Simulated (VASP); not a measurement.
# RPA total energies of SiC (Moissanite 3C), part 6 of 6

Wanted: where the RPA puts the energy minimum of SiC (Moissanite 3C). The scan starts from a database cell, scaled to the smallest volume of the series. The cell is of the zinc-blende type, one of the forms listed for this formula. The start is a cell from a database of measured crystal structures.

VASP 6.6.1, plane waves and PAW; the level of theory is named at each step.

So far. Step 31 (Exact exchange, volume ratio 1.06): The Hartree-Fock energy on these orbitals is -12.4866 eV an atom. Step 32 (Empty bands, volume ratio 1.06): WAVECAR now holds 528 bands for 8 electrons.

**33. RPA correlation, volume ratio 1.06**

This step: RPA correlation on LDA orbitals; plane waves and PAW (Si_GW, C_GW) (VASP 6.6.1).

RPA correlation at this point.

File INCAR:

```
SYSTEM = SiC
PREC = Accurate
ENCUT = 460
ISMEAR = 0
SIGMA = 0.05
LREAL = .FALSE.
GGA = CA
NBANDS = 528
ALGO = ACFDT
ENCUTGW = 160
NOMEGA = 12
PRECFOCK = Fast
LWAVE = .FALSE.
LCHARG = .FALSE.
```

File POSCAR:

```
SiC
1.0
    0.0000000000      2.2217363401      2.2217363401
    2.2217363401      0.0000000000      2.2217363401
    2.2217363401      2.2217363401      0.0000000000
Si C
1 1
Direct
    0.0000000000      0.0000000000      0.0000000000
    0.7500000000      0.7500000000      0.7500000000
```

File KPOINTS:

```
Automatic mesh
0
Gamma
6 6 6
0 0 0
```

The projector-augmented-wave data sets are Si_GW and C_GW (LDA family, release 64).

Run with:

```sh
> mpirun -np 4 vasp_std
```

Log:

```text
[banner, memory and clock lines left out]
running    4 mpi-ranks, on    1 nodes
[...]
LDA part: xc-table for (Slater(with rela. corr.)+CA(PZ))
 , standard interpolation
 found WAVECAR, reading the header
 POSCAR, INCAR and KPOINTS ok, starting setup
[...]
reading WAVECAR
 the WAVECAR file was read successfully
 initial charge from wavefunction
 available memory per node:    144.88 GB, setting MAXMEM to    148359

 The Fermi energy was updated, please check that it is located mid-gap
 values below the HOMO (VB) or above the LUMO (CB) will cause erroneous energies
 E-fermi :   7.7858

 the WAVEDER file was read successfully
 set NWRITE>2 for more details about minimax calculation
 number of imaginary grid points requested:      12
 number of distinct grids requested:  1
 quadrature errors minimized for energies in [ 0.135E+01, 0.462E+03 ]
 bosonic grid (T=0, re) determined with error: 0.9286E-07
 bosonic grid (re): 0.9286E-07
       0.3265       1.0656       2.0945       3.7221       6.4782
[...]
NQ=  10    0.3333    0.3333    0.0000,
|.........|.........|.........|.........
 performed      53080000 updates of chi_q(r,r)
 total number of BLAS operations       4515.36 Gflops
NQ=  11    0.5000    0.3333    0.0000,
|.........|.........|.........|.........
 performed      58388000 updates of chi_q(r,r)
 total number of BLAS operations       4957.24 Gflops
NQ=  12   -0.3333    0.3333    0.0000,
|.........|.........|.........|.........
 performed      63696000 updates of chi_q(r,r)
 total number of BLAS operations       5390.50 Gflops
NQ=  13    0.5000    0.5000    0.0000,
|.........|.........|.........|.........
 performed      69004000 updates of chi_q(r,r)
 total number of BLAS operations       5885.89 Gflops
NQ=  14    0.5000    0.3333    0.1667,
|.........|.........|.........|.........
 performed      74312000 updates of chi_q(r,r)
 total number of BLAS operations       6319.14 Gflops
NQ=  15   -0.3333    0.3333    0.1667,
|.........|.........|.........|.........
 performed      79620000 updates of chi_q(r,r)
 total number of BLAS operations       6778.52 Gflops
NQ=  16   -0.3333    0.5000    0.1667,
|.........|.........|.........|.........
 performed      84928000 updates of chi_q(r,r)
 total number of BLAS operations       7237.90 Gflops
 entering main loop
```

The job ended after 3 min (4 MPI ranks of Intel Xeon Platinum 8375C at 2.90GHz (Ice Lake), shared host; peak memory 1.6 GiB).

Parts of OUTCAR (step 33):

```text
      cutoff energy     smooth cutoff   RPA   correlation   Hartree contr. to MP2
---------------------------------------------------------------------------------
            160.000           128.000      -12.0513159566      -19.6649113303
            152.381           121.905      -11.9682995676      -19.5706104719
            145.125           116.100      -11.8789109907      -19.4680553738
            138.214           110.571      -11.7849474672      -19.3592052996
            131.632           105.306      -11.6842760145      -19.2413945217
            125.364           100.291      -11.5778780708      -19.1156776844
            119.394            95.516      -11.4664557610      -18.9825942736
            113.709            90.967      -11.3470770537      -18.8385458442
  linear regression

[... 2 parts as in an earlier step ...]

[... 2 further parts left out ...]
[key lines of the parts left out:]
E-fermi :   7.7858
```

Extrapolated by the program to an infinite response cutoff, the correlation energy is -6.5499 eV an atom, -12 meV against the point before. With exact exchange the total is -19.0365 eV an atom.

**34. Comparison: r2SCAN, volume ratio 1.06**

This step: r2SCAN; plane waves and PAW (Si_GW, C_GW) (VASP 6.6.1).

The comparison at this point.

File INCAR:

```
SYSTEM = SiC
PREC = Accurate
ENCUT = 460
EDIFF = 1E-06
NELM = 100
ISMEAR = 0
SIGMA = 0.05
LREAL = .FALSE.
ALGO = Normal
METAGGA = R2SCAN
LASPH = .TRUE.
NBANDS = 10
LWAVE = .FALSE.
LCHARG = .FALSE.
KPAR = 4
```

POSCAR is that of step 33.

KPOINTS is that of step 33.

Run with:

```sh
> mpirun -np 4 vasp_std
```

Log:

```text
[... set-up lines as in an earlier step ...]
 entering main loop
       N       E                     dE             d eps       ncg     rms          rms(c)
DAV:   1    -0.394591734355E+02   -0.39459E+02   -0.48180E+03   370   0.809E+02
DAV:   2    -0.622443251393E+02   -0.22785E+02   -0.21208E+02   486   0.147E+02
DAV:   3    -0.628135690165E+02   -0.56924E+00   -0.56821E+00   378   0.181E+01
DAV:   4    -0.628257646142E+02   -0.12196E-01   -0.12191E-01   456   0.342E+00
[...]
DAV:   9    -0.593048481724E+02   -0.54089E-04   -0.42577E-04   408   0.180E-01    0.387E-02
DAV:  10    -0.593049027507E+02   -0.54578E-04   -0.84838E-05   416   0.992E-02    0.368E-03
DAV:  11    -0.593049035344E+02   -0.78378E-06   -0.18616E-06   424   0.120E-02
   1 F= -.59304904E+02 E0= -.59304904E+02  d E =-.806391E-20
```

It took 9.2 s on 4 MPI ranks; peak memory 0.5 GiB.

Parts of OUTCAR (step 34):

```text
  Total       -1.8078199     -1.8078199     -1.8078199      0.0000000      0.0000000     -0.0000000
  in kB     -132.0560164   -132.0560164   -132.0560164      0.0000000      0.0000000     -0.0000000
  external PRESSURE =    -132.0560164 kB  Pullay stress =       0.0000000 kB

 POSITION                                       TOTAL-FORCE (eV/Angst)
 -----------------------------------------------------------------------------------
      0.00000      0.00000      0.00000         0.000000     -0.000000     -0.000000
      3.33260      3.33260      3.33260        -0.000000      0.000000      0.000000
 -----------------------------------------------------------------------------------
    total drift:                                0.000001      0.000001      0.000001

  FREE ENERGIE OF THE ION-ELECTRON SYSTEM (eV)
  ---------------------------------------------------
  free  energy   TOTEN  =       -59.3049035344 eV

  energy  without entropy=      -59.3049035344  energy(sigma->0) =      -59.30490353

[... 2 parts as in an earlier step ...]

[... 1 further part left out ...]
[key lines of the parts left out:]
E-fermi :   7.5124
```

Its energy is -29.6525 eV an atom, on a zero of its own.

**35. Orbitals for comparison: HSE06, volume ratio 1.06**

This step: LDA; plane waves and PAW (Si_GW, C_GW) (VASP 6.6.1).

Starting orbitals, as before.

File INCAR:

```
SYSTEM = SiC
PREC = Accurate
ENCUT = 460
EDIFF = 1E-05
NELM = 100
ISMEAR = 0
SIGMA = 0.05
LREAL = .FALSE.
ALGO = Normal
GGA = CA
NBANDS = 10
LORBIT = 11
LWAVE = .TRUE.
LCHARG = .FALSE.
KPAR = 4
```

POSCAR is that of step 34.

KPOINTS is that of step 34.

Run with:

```sh
> mpirun -np 4 vasp_std
```

Log:

```text
[... set-up lines as in an earlier step ...]
 entering main loop
       N       E                     dE             d eps       ncg     rms          rms(c)
[... 10 cycles as in an earlier step ...]
DAV:  11    -0.165591599450E+02    0.95927E-06   -0.68540E-06   238   0.204E-02
   1 F= -.16559160E+02 E0= -.16559160E+02  d E =-.951985E-13
 writing wavefunctions
```

It took 3.8 s on 4 MPI ranks; peak memory 0.46 GiB.

Parts of OUTCAR (step 35):

```text
  Total       -2.1620587     -2.1620587     -2.1620587      0.0000000      0.0000000     -0.0000000
  in kB     -157.9321379   -157.9321379   -157.9321379      0.0000000      0.0000000     -0.0000000
  external PRESSURE =    -157.9321379 kB  Pullay stress =       0.0000000 kB

  FREE ENERGIE OF THE ION-ELECTRON SYSTEM (eV)
  ---------------------------------------------------
  free  energy   TOTEN  =       -16.5591599450 eV

  energy  without entropy=      -16.5591599450  energy(sigma->0) =      -16.55915994

[... 3 parts as in an earlier step ...]

[... 1 further part left out ...]
[key lines of the parts left out:]
E-fermi :   7.3464
```

The run ends at a pressure of -15.79 GPa.

**36. Comparison: HSE06, volume ratio 1.06**

This step: HSE06; plane waves and PAW (Si_GW, C_GW) (VASP 6.6.1).

The comparison at this point.

File INCAR:

```
SYSTEM = SiC
PREC = Accurate
ENCUT = 460
EDIFF = 1E-06
NELM = 100
ISMEAR = 0
SIGMA = 0.05
LREAL = .FALSE.
ALGO = Normal
LHFCALC = .TRUE.
AEXX = 0.25
GGA = PE
HFSCREEN = 0.2
LASPH = .TRUE.
NBANDS = 10
PRECFOCK = Fast
LWAVE = .FALSE.
LCHARG = .FALSE.
KPAR = 4
```

POSCAR is that of step 35.

KPOINTS is that of step 35.

The WAVECAR or CHGCAR of an earlier step is read.

Run with:

```sh
> mpirun -np 4 vasp_std
```

Log:

```text
[... set-up lines as in an earlier step ...]
 entering main loop
       N       E                     dE             d eps       ncg     rms          rms(c)
DAV:   1    -0.173889697555E+02   -0.17389E+02   -0.68802E-01   354   0.943E+00    0.437E-01
DAV:   2    -0.173906031848E+02   -0.16334E-02   -0.98231E-03   426   0.887E-01    0.292E-01
DAV:   3    -0.173890045683E+02    0.15986E-02   -0.18855E-03   408   0.248E-01    0.176E-01
DAV:   4    -0.173886120468E+02    0.39252E-03   -0.42844E-04   486   0.155E-01    0.106E-01
[...]
DAV:   8    -0.173884063770E+02    0.47719E-05   -0.16409E-06   260   0.157E-02    0.121E-02
DAV:   9    -0.173884051151E+02    0.12619E-05   -0.69083E-07   196   0.874E-03    0.712E-03
DAV:  10    -0.173884046882E+02    0.42688E-06   -0.29586E-07   172   0.555E-03
   1 F= -.17388405E+02 E0= -.17388405E+02  d E =-.204998E-10
```

Run time: 48 s. Hardware: 4 MPI ranks; peak memory 0.88 GiB.

From OUTCAR (step 36):

```text
 POSITION                                       TOTAL-FORCE (eV/Angst)
 -----------------------------------------------------------------------------------
      0.00000      0.00000      0.00000         0.000000      0.000000      0.000000
      3.33260      3.33260      3.33260        -0.000000     -0.000000     -0.000000
 -----------------------------------------------------------------------------------
    total drift:                               -0.000002      0.000001     -0.000000

  FREE ENERGIE OF THE ION-ELECTRON SYSTEM (eV)
  ---------------------------------------------------
  free  energy   TOTEN  =       -17.3884046882 eV

  energy  without entropy=      -17.3884046882  energy(sigma->0) =      -17.38840469

[... 2 parts as in an earlier step ...]

[... 1 further part left out ...]
[key lines of the parts left out:]
E-fermi :   6.9221
```

Its energy is -8.6942 eV an atom, on a zero of its own.

**37. Summary**

This step: exact exchange and RPA correlation on LDA orbitals, beside r2SCAN, beside HSE06; plane waves and PAW (VASP 6.6.1).

Derived from the runs above.

This step gave:

```yaml
equilibrium_volume_exx_rpa: 10.48 Å³/atom
bulk_modulus: 223.5 GPa
```

The energy above the lowest point by volume; values in meV/atom:

```csv
volume (Å³/atom),LDA,EXX,EXX+RPA,r2SCAN,HSE06
9.518,32.6,51.2,70.3,48.6,44.0
9.932,3.90,10.4,21.0,10.3,8.25
10.242,0,0,3.11,0,0
10.553,9.64,5.05,0,3.79,5.94
10.967,39.5,31.7,14.4,26.8,31.9
```

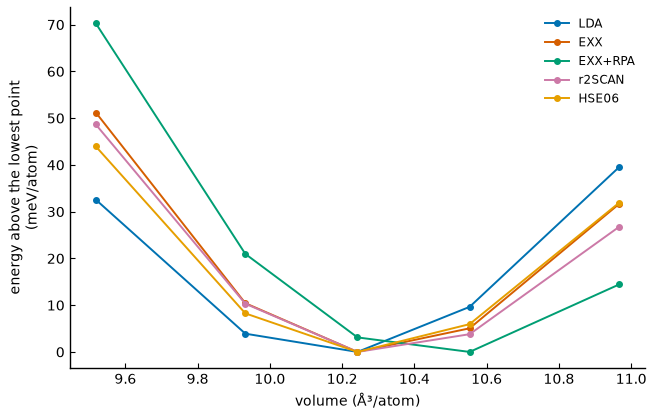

Energy above the lowest point against volume.

Cost is wall time times ranks on a shared host; the EXX and RPA rows hold the orbitals run too, the hybrid row not its starting run, and runs of a few seconds are mostly start-up. Fits of the equation of state:

```csv
level,V0 (Å³/atom),B0 (GPa),fit error (meV/atom),minimum inside the series,cost a point (core minutes)
LDA,10.17,228.6,0.08218,yes,0.26
EXX,10.29,252.3,0.07373,yes,1.49
EXX+RPA,10.48,223.5,0.09017,yes,11.39
r2SCAN,10.31,227.6,0.07411,yes,0.54
HSE06,10.26,233,0.07399,yes,3.42
```

**38. Summary of results**

| Item | Value |
| --- | --- |
| LDA | V0 10.17 Å³/atom, B0 229 GPa |
| EXX | V0 10.29 Å³/atom, B0 252 GPa |
| EXX+RPA | V0 10.48 Å³/atom, B0 223 GPa |
| r2SCAN | V0 10.31 Å³/atom, B0 228 GPa |
| HSE06 | V0 10.26 Å³/atom, B0 233 GPa |

**Reading.** Exact exchange with RPA correlation puts the minimum at 10.48 Å³ an atom, with a bulk modulus of 223 GPa. LDA puts the volume 2.9 % below EXX+RPA, at roughly 1/44 of its cost. r2SCAN puts the volume 1.6 % below EXX+RPA, at roughly 1/21 of its cost. HSE06 puts the volume 2.0 % below EXX+RPA, at roughly 1/3 of its cost. Correlation widens the exact-exchange volume by 1.8 %. Exact exchange and correlation are taken on one coarse mesh and aren't self-consistent; the correlation energy is extrapolated in the response cutoff by the program, which at the first volume adds -559 meV an atom to the value at the highest cutoff and varies with the volume; a small fit error says nothing about that part. NBANDS follows the largest plane-wave count of any k point, which rises in steps with the volume. The cheaper functionals share the mesh, and the fits are third-order Birch-Murnaghan curves. The printed pressures lie 0.9 GPa under the slope of the LDA energy curve, so ENCUT isn't converged for this cell and volumes and moduli carry an error from it. Not tabulated here, as repeats of values shown or as unfit to read for their mesh, reference level or band range: eps2 curves (empty bands); eps1 curves and static values (empty bands); gaps (empty bands).

[Lines on the potential files, build, host, timing and source positions are cut from VASP's logs without a mark.]

[Logs are printed without paths, hosts, clocks, repeated set-up lines and the standing remarks that a program may print on its own settings, such as how far it seeks lower states.]

[Hosts, paths, dates, database ids (printed as entryN), source tags and the programs' standing remarks are cut or masked in the printed files.]

[Pressures printed for these runs are not shown converged in the cutoff: they can be off by several GPa and have the wrong sign.]
